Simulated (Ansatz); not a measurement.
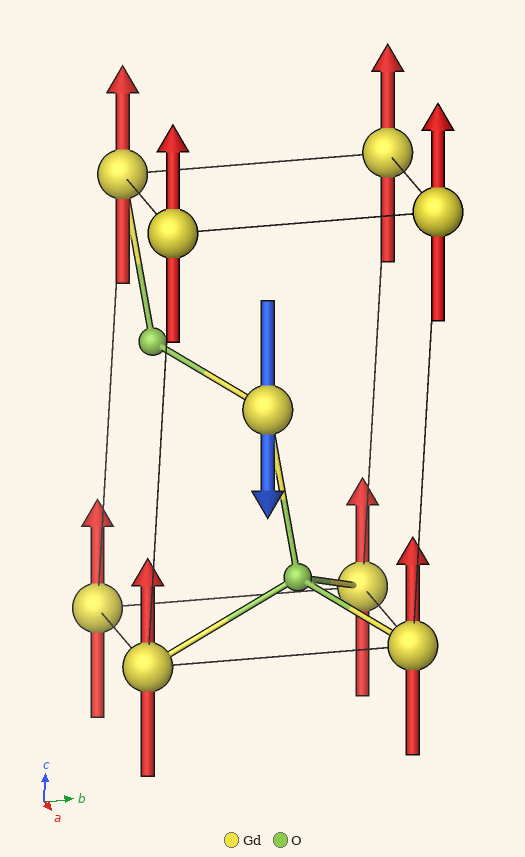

An orthographic ball-and-stick view of the structure, slightly off an axis. The cell (the run's own, in a reduced setting) is drawn as a box. Arrows are the site magnetic moments above 0.25 μB (those induced on non-metal atoms are left out); longer means larger, and red and blue are up and down (without spin-orbit coupling the axis itself is arbitrary).

This is the state reached for GdO. Setup: Ansatz, DFT PBE, scalar-relativistic, plane waves, PAW; plane waves up to 420 eV, k-points about 0.17 Å⁻¹ apart, Gaussian smearing of 0.05 eV, collinear spins.

**Characterise the magnetic order.**

Antiferromagnetic (within this cell). Site moments: 1 Gd +6.8 μB and 1 Gd −6.8 μB. The net spin moment of the whole cell is 0.0 μB.

The initial geometry was a structure type known for this compound. Earlier steps of the study may have refined or changed the cell and positions. It went into a calculation with Ansatz.
